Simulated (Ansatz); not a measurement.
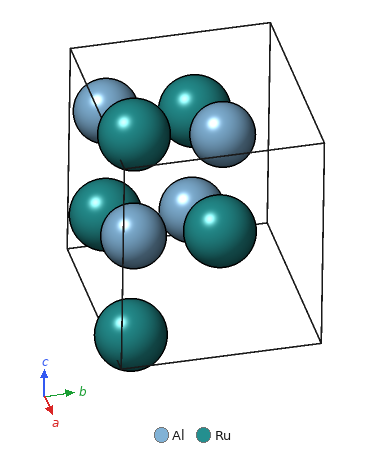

Drawn in the spheres-only manner and seen from a general direction. The outline marks the simulation cell.

Full input:
```yaml
crystal:
  lattice:
    - [4.910042, -0.002033, 0.145427]
    - [0.000348, 4.366063, 0.024327]
    - [0.133423, -0.02429, 5.216735]
  atoms:
    - { symbol: Al, position: [0.8181075351, 0.1017530854, 0.5430763991] }
    - { symbol: Al, position: [0.0751496241, 0.6015659275, 0.1609918839] }
    - { symbol: Al, position: [0.5994338844, 0.6016398801, 0.8535951342] }
    - { symbol: Al, position: [0.2938336493, 0.1016552759, 0.8504760335] }
    - { symbol: Ru, position: [0.0941844603, 0.6017166317, 0.666415653] }
    - { symbol: Ru, position: [0.3158332095, 0.1016471916, 0.3468897953] }
    - { symbol: Ru, position: [0.799094764, 0.1016064122, 0.0376457794] }
    - { symbol: Ru, position: [0.5774178238, 0.6016968512, 0.3571537926] }
basis:
  ecutwfc: 420
kpoints:
  mp_grid: { grid: [7, 8, 6] }
hamiltonian:
  xc: pbe
scf:
  occupations: { method: gaussian, width: 0.1 }
  n_extra_bands: 8
output:
  forces: true
  stress: true
  eigenvalues: true
  populations: true
  dos:
    method: { smearing: { sigma: 0.1, scheme: gaussian } }
    projected: true
    de: 0.02
  write_density: true
  write_potential: true
  elf: true
  volumetric_format: npy
```
Run as:
```sh
ansatz run input.yaml --threads 2 --pin off --max-ram 5120MiB --backend cpu --events-out ev --progress --plain --runs-dir out
```

Computational set-up: Ansatz, DFT PBE, scalar-relativistic, plane waves, PAW, wavefunction cutoff 420 eV, k-points on a 7×8×6 grid, Gaussian smearing of 0.1 eV, no spin polarisation.

Question: Is it conducting or gapped at this level?

Answer: A metal: bands cross the Fermi level.

Question: State the hydrostatic pressure.

Answer: The computed pressure is -0.1 GPa, close to zero.

Source of the structure: a structure type filled with these elements by a generator (whether the compound takes this form wasn't checked). Earlier steps of the study, as a rule a relaxation of our own, may have changed the cell and positions, so they can lie some per cent off the listed ones. A calculation with Ansatz used it as input.
